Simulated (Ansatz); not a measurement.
# Be2H3I (built on the sites of a database entry of Sr2H3I): following an unstable mode, part 3 of 4

Which phase does Be2H3I (built on the sites of a database entry of Sr2H3I) fall into along its unstable mode, and how much energy does it gain?

Ansatz 0.2.0; DFT PBEsol, scalar-relativistic, plane waves, PAW.

So far. Step 4 (The mode frozen in, largest atomic shift 0.6 Å): The run ends at a pressure of 2.78 GPa, with forces up to 1.1 eV/Å. Step 5 (Energy along the mode, all amplitudes (two of the runs …): The lowest of the steps tried is the last one, at 0.6 Å, 155 meV/atom below the parent; the bottom of the well need not coincide with a step.

The structure was built from a prototype and need not be the compound's stable phase.

**7. The new phase in its own primitive cell**

The relaxed structure is symmetrised, reduced to its primitive cell and relaxed tightly, as its phonons need.

input.yaml reads:

```yaml
crystal:
  lattice:
    - [3.6248154455, -2.0412914625, 0.0]
    - [3.6248154455, 2.0412914625, 0.0]
    - [-2.2147605333, 0.0, 5.1387072884]
  atoms:
    - { symbol: Be, position: [0.7948260841, 0.4819860709, 0.4188917502] }
    - { symbol: Be, position: [0.5180139291, 0.2051739159, 0.5811082498] }
    - { symbol: H, position: [0.1438405821, 0.2838015083, 0.5946339481] }
    - { symbol: H, position: [0.7161984917, 0.8561594179, 0.4053660519] }
    - { symbol: H, position: [0.4799815794, 0.5200184206, 0.5] }
    - { symbol: I, position: [0.917859164, 0.082140836, 0.0] }
kpoints:
  mp_grid: { grid: [6, 6, 4] }
hamiltonian:
  xc: pbesol
scf:
  occupations: { method: fixed }
output:
  forces: true
  stress: true
  eigenvalues: true
relax:
  adjacent_minimum: "off"
  f_tol: 0.001
  max_steps: 60
  cell: { stress_tol: 0.01 }
```

The run is started by

```
ansatz run input.yaml --threads 4 --pin off --max-ram 7168MiB --backend cpu --events-out ev --progress --plain --runs-dir out
```

Numbers of over 12 decimals in the logs are rounded to 6 here.

The program printed:

```text
[...]
Crystal: 6 atoms, lattice volume = 76.046 Å³
Basis set: ecut = 420 eV, 1487 PW (Γ), exchange–correlation on 60×60×80 points (8 copies of the dense FFT grid, shifted against one another)
Bands: 18, of which v1, the nominal top of the filled ones, is band 12 counted from 1 (11 counted from 0)
Symmetry: 2 space group operations
[...]
k-points: 47 of 144 (time reversal used)
[...]
- [3.626576, -2.041388, 0.00166584]
    - [3.626576, 2.041388, 0.00166584]
    - [-2.213474, -5.43629535445056e-19, 5.136259]
  atoms:
    - { symbol: Be, position: [0.795035, 0.482093, 0.419052] }
    - { symbol: Be, position: [0.517907, 0.204965, 0.580948] }
    - { symbol: H, position: [0.143971, 0.284207, 0.594835] }
    - { symbol: H, position: [0.715793, 0.856029, 0.405165] }
    - { symbol: H, position: [0.480118, 0.519882, 0.5] }
    - { symbol: I, position: [0.917896, 0.082104, 0] }
[key lines of the parts left out:]
SCF converged after 5 iterations
Free energy (F): -7660.754802 eV
Fermi energy:    3.550406 eV
P = ⅓ Tr σ = 0.0009 GPa (0.009 kbar)
```

The job ended after 9.3 s (4 threads of Arm Neoverse V1, shared host; peak memory 0.44 GiB; 35 s of CPU time).

Little changed from the start: no atom moved by 0.005 Å and no cell edge by 0.1 %.

This step gave:

```
pressure           : 9.21e-4 GPa
gap on the k-mesh  : 3.344 eV
volume per atom    : 12.68 Å³
direct gap on mesh : 3.516 eV
```

The largest force component left is 0.84 meV/Å and the pressure is 0.001 GPa, within the tolerances set. The cell now holds 12.68 Å³/atom.

**8. Modes of the new phase, k-mesh 6×6×4, occupations fixed**

A relaxed structure may still be a saddle point, so its zone-centre modes are computed. The response to a homogeneous field gives the Born charges and the dielectric tensor, and its change with displacement the Raman tensors.

input.yaml reads:

```yaml
crystal:
  lattice:
    - [3.626575677, -2.0413875194, 0.0016658404]
    - [3.626575677, 2.0413875194, 0.0016658404]
    - [-2.213474461, 0.0, 5.1362589986]
  atoms:
    - { symbol: Be, position: [0.7950350824, 0.4820927079, 0.4190521836] }
    - { symbol: Be, position: [0.5179072921, 0.2049649176, 0.5809478164] }
    - { symbol: H, position: [0.1439705194, 0.2842073127, 0.5948352234] }
    - { symbol: H, position: [0.7157926873, 0.8560294806, 0.4051647766] }
    - { symbol: H, position: [0.4801181083, 0.5198818917, 0.5] }
    - { symbol: I, position: [0.9178961411, 0.0821038589, 0.0] }
kpoints:
  mp_grid: { grid: [6, 6, 4] }
hamiltonian:
  xc: pbesol
scf:
  occupations: { method: fixed }
output:
  eigenvalues: true
phonons:
  method: dfpt
  dielectric: true
  rigid_motions: translations
  raman: true
```

The program printed:

```text
[...]
Crystal: 6 atoms, lattice volume = 76.065 Å³
Basis set: ecut = 420 eV, 1487 PW (Γ), exchange–correlation on 60×60×80 points (8 copies of the dense FFT grid, shifted against one another)
Bands: 18, of which v1, the nominal top of the filled ones, is band 12 counted from 1 (11 counted from 0)
Symmetry: 2 space group operations
k-points: 76 of 144 (irreducible under 1 space group operation, time reversal used)
[...]
SCF iter   1: F=—  HF=-7660.776276 eV  |F-HF|=—  |Δ(HF+E_count)|=         —  Δρ=7.16e-3  dr2=5.39e-2  ethr=1.77e-3  ⟨swp⟩=7.0  Hψ=7229  notcnv=0  defer=300
[...]
SCF iter   8: F=-7660.754802 eV  HF=-7660.754802 eV  |F-HF|=4.18e-11  |Δ(HF+E_count)|=  1.24e-10  Δρ=2.57e-7  dr2=2.99e-11  ethr=1.00e-12  ⟨swp⟩=12.1  Hψ=10678  notcnv=0
SCF 1 converged in 8 iterations: F = -7660.754802 eV  dr2 = 2.99e-11
[...]
NSCF: frozen V_eff on 3 k-points
DFPT response loops at Γ: preconditioner auto → none (the input reference at scf.mixing.eps_inf says where Resta's filter doesn't serve); β = 0.50; Broyden in place of MSR1
── the response to a field inside a basis, on 10×10×8 k-points: an SCF that follows is theirs, and a resumed run solves both again ──
Bands: 13, of which v1, the nominal top of the filled ones, is band 12 counted from 1 (11 counted from 0)
k-points: 220 of 800 (time reversal used)
[...]
Eigensolver: Dense (220 Hₖ)
SCF iter   1: F=—  HF=-7660.753971 eV  |F-HF|=—  |Δ(HF+E_count)|=         —  Δρ=1.42e-4  dr2=3.27e-6  ethr=1.00e-1
[...]
SCF iter   5: F=-7660.753976 eV  HF=-7660.753976 eV  |F-HF|=2.73e-12  |Δ(HF+E_count)|=  7.28e-11  Δρ=2.75e-7  dr2=4.48e-11  ethr=7.18e-12
SCF 1 converged in 5 iterations: F = -7660.753976 eV  dr2 = 4.48e-11
[...]
WARN: field response: ε∞ stands inside a basis, on 10×10×8 points; the force constants stand on the 6×6×4 k-mesh, whose period is 13.12 times the interband length at k = (0.0000, 0.0000, -0.5000), direct gap 3.516 eV, under 14: take them and everything formed from them as unconverged, and compare with a denser kpoints.mp_grid
SCF converged after 8 iterations
Free energy (F): -7660.754802 eV
[...]
Internal energy: -7660.754802 eV  (E = F + TS)
E sigma→0 (E₀):  -7660.754802 eV
Fermi energy:    3.550407 eV
[...]
--- Band table (eV; the first three rows and the last of 76) ---
  k-point 0: bands = [... 8 lower, 1.1294, 1.5670, 3.0072, 3.3576, 7.5703, 8.7964, 9.4310, 9.4932, ... 2 higher]
  k-point 1: bands = [... 8 lower, 1.1653, 1.6561, 2.9944, 3.4283, 7.9464, 8.3821, 8.8113, 9.8197, ... 2 higher]
  k-point 2: bands = [... 8 lower, 1.2348, 2.2897, 2.9730, 3.5504, 7.0665, 8.4253, 8.4645, 10.1272, ... 2 higher]
  k-point 75: bands = [... 8 lower, 0.2027, 0.3598, 2.2156, 2.4434, 7.7164, 8.1868, 9.1846, 12.3682, ... 2 higher]
--- Phonons (Γ-DFPT): 12 representative perturbations + reference, on 76 of 144 k-points (Σ response iterations 37) ---
  k mesh reduced under 1 symmetry operation, with k and −k counted as one. Each operation leaves every solved perturbation unchanged. A smaller set is not considered because the run solves the response to a homogeneous field
  ASR residual: 1.330e-4 → 0.000e0 eV/Å²; symmetrization residual: 1.462e-6 eV/Å²
  ASR residual per site (eV/Å²): 5.25e-5 5.25e-5 4.06e-5 4.06e-5 1.07e-4 1.33e-4
[...]
ε∞ (high-frequency dielectric tensor):
        3.928065     0.000000     0.211974
        0.000000     4.174632    -0.000000
        0.211974    -0.000000     5.228420
  ε⁰ (static dielectric tensor: ions relaxed, cell fixed):
        4.941295     0.000000     1.164352
        0.000000     5.102065    -0.000000
        1.164352    -0.000000     9.503585
  ε⁰ − ε∞ (ionic part):
        1.013230     0.000000     0.952379
        0.000000     0.927433    -0.000000
        0.952379    -0.000000     4.275165
  softest optical mode at Γ: 111.57 cm⁻¹; the repairs (sum rule, projections) moved no ω² at Γ by more than (6.27 cm⁻¹)²
  Born effective charges Z* (e; rows j = field, columns β = displacement):
    site 0:
         1.12834   -0.08557    0.12922
         0.22911    1.25946    0.15934
         0.10075    0.52895    1.85980
    site 1:
         1.12834    0.08557    0.12922
        -0.22911    1.25946   -0.15934
         0.10075   -0.52895    1.85980
    site 2:
        -0.54689    0.21926   -0.15606
         0.26582   -0.80350    0.15861
        -0.16778    0.18734   -0.66266
    site 3:
        -0.54689   -0.21926   -0.15606
        -0.26582   -0.80350   -0.15861
        -0.16778   -0.18734   -0.66266
    site 4:
        -0.93282   -0.00000    0.17045
        -0.00000   -0.42347    0.00000
         0.25763    0.00000   -0.61918
    site 5:
        -0.23008    0.00000   -0.11676
        -0.00000   -0.48845    0.00000
        -0.12357    0.00000   -1.77509
  Z* charge neutrality: 2.729e-4 e pre-enforcement
  solved inside a basis spanned on kpoints, on 10×10×8 k-points: ε∞ is read to err by 1.4e-2, Z* by 1.8e-2 e (field_mesh: kpoints solves on kpoints); Z* is corrected for what the basis lacks
  Raman tensors (in the event stream and the table raman_tensors.tsv): an entry may err by 1.6e-2 Å², one of the second-order susceptibility by 1.1e-2 pm/V (basis, points and sum rule); their sum over the sites missed zero by 1.515e-4 Å² ahead of its enforcement
  optical modes at Γ without the LO–TO term, one row a degenerate level:
      ω (cm⁻¹)  modes    IR ((D/Å)²/amu)  static Raman (Å⁴/amu)  depolarisation
        111.57      1             0.0837                 2.3943           0.750
        207.54      1             0.0722                27.0048           0.284
        332.74      1             7.8069                81.9131           0.750
        434.44      1             4.5998                 4.6706           0.750
        441.10      1             0.7166               700.6685           0.175
        458.91      1             0.0409                26.0332           0.047
        505.27      1             3.1123                49.5415           0.023
        538.67      1            12.8284                18.3505           0.750
        670.94      1             8.9537                25.3202           0.750
       1087.61      1             2.6695              1616.2710           0.012
       1232.06      1            13.5707               305.0680           0.750
       1282.29      1             6.3606               172.9052           0.480
       1869.97      1            29.7138               224.9937           0.750
       1902.34      1            19.7427               296.4075           0.750
       1911.53      1            33.6352               344.2353           0.601
  optical modes at Γ + LO–TO along q̂ = [1.0000, 0.0000, 0.0000]:
      ω (cm⁻¹)  modes    IR ((D/Å)²/amu)  static Raman (Å⁴/amu)  depolarisation
        113.55      1             0.0521                 2.4332           0.750
        207.54      1             0.0722                27.0048           0.284
        335.30      1             7.2311                79.5072           0.750
        434.68      1             4.7491                 4.2248           0.750
        441.10      1             0.7166               700.6685           0.175
        458.91      1             0.0409                26.0332           0.047
        505.27      1             3.1123                49.5415           0.023
        547.18      1            11.1191                11.7388           0.750
        691.45      1            10.6609                23.3706           0.750
       1087.61      1             2.6695              1616.2710           0.012
       1243.21      1            12.2595               294.7540           0.750
       1282.29      1             6.3606               172.9052           0.480
       1892.49      1            16.4838               106.0563           0.750
       1911.53      1            33.6352               344.2353           0.601
       1944.96      1            34.7441               385.8664           0.750
  optical modes at Γ + LO–TO along q̂ = [0.0000, 1.0000, 0.0000]:
      ω (cm⁻¹)  modes    IR ((D/Å)²/amu)  static Raman (Å⁴/amu)  depolarisation
        111.57      1             0.0837                 2.3943           0.750
        208.48      1             0.0472                25.3019           0.306
        332.74      1             7.8069                81.9131           0.750
        434.44      1             4.5998                 4.6706           0.750
        444.73      1             0.3152               668.2248           0.178
        459.14      1             0.0247                19.0808           0.096
        524.57      1             2.7674                94.2921           0.022
        538.67      1            12.8284                18.3505           0.750
        670.94      1             8.9537                25.3202           0.750
       1094.69      1             1.9760              1630.6244           0.008
[...]
optical modes at Γ + LO–TO along q̂ = [0.0000, 0.0000, 1.0000]:
      ω (cm⁻¹)  modes    IR ((D/Å)²/amu)  static Raman (Å⁴/amu)  depolarisation
[...]
441.10      1             0.7166               700.6685           0.175
        453.39      1             2.1590                11.0981           0.750
        458.91      1             0.0409                26.0332           0.047
        505.27      1             3.1123                49.5415           0.023
        591.25      1             9.1113                10.8583           0.750
        702.94      1            17.8376                45.0731           0.750
       1087.61      1             2.6695              1616.2710           0.012
       1253.92      1            14.4905               293.5689           0.750
       1282.29      1             6.3606               172.9052           0.480
       1872.43      1            32.2629               281.1878           0.750
       1911.53      1            33.6352               344.2353           0.601
       1923.27      1            19.4796               257.8154           0.750
```

The job ended after 5.2 min (4 threads; peak memory 2 GiB; 20 min of CPU time).

Numbers from this step:

```yaml
sum_rule_residual_before_enforcement: 1.33e-4 eV/Å²
miss_of_the_charge_sum_rule: 2.73e-4 e
estimated_error_of_the_dielectric_tensor: 0.01368
estimated_error_of_the_born_charges: 0.01774 e
point_group: 2
highest_optical_mode_at_the_zone_centre_no_lo_to_term: 1912 cm⁻¹
lowest_optical_zone_centre_mode: 111.6 cm⁻¹
mean_high_frequency_dielectric_constant: 4.444
largest_born_charge_third_of_the_trace: 1.416 e
mean_static_dielectric_constant: 6.516
top_of_the_zone_centre_spectrum_with_the_field: 1972 cm⁻¹
```

Patterns of degenerate modes are one choice out of their space. The modes at Γ (shares of kinetic energy by element, %):

```
mode  frequency (cm⁻¹)  symmetry  Be %  H %  I %
   1               0.0  acoustic    12    2   86
   2               0.0  acoustic    12    2   86
   3               0.0  acoustic    12    2   86
   4             111.6         B    73   13   14
   5             207.5         A    72   15   13
   6             332.7         B    81    6   14
   7             434.4         B    84   15    0
   8             441.1         A    94    5    1
   9             458.9         A    89   11    0
  10             505.3         A     8   92    0
  11             538.7         B     8   92    0
  12             670.9         B     4   96    0
  13            1087.6         A     6   94    0
  14            1232.1         B    18   82    0
  15            1282.3         A    12   87    0
  16            1870.0         B     6   94    0
  17            1902.3         B     2   98    0
  18            1911.5         A     7   93    0
```

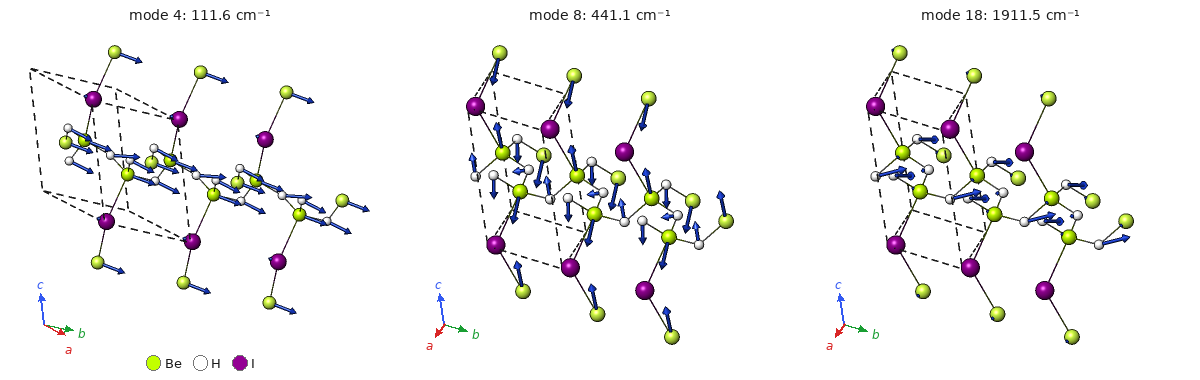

Displacement patterns of modes 4, 8 and 18 at Γ; arrows are exaggerated. 1×3×1 cells are drawn. Some periodic images of atoms are drawn too.

(Continued in part 4 of 4.)

[Logs are printed without paths, hosts, clocks, repeated set-up lines and the standing remarks that a program may print on its own settings, such as how far it seeks lower states.]

[Hosts, paths, dates, database ids (printed as entryN), source tags and the programs' standing remarks are cut or masked in the printed files.]
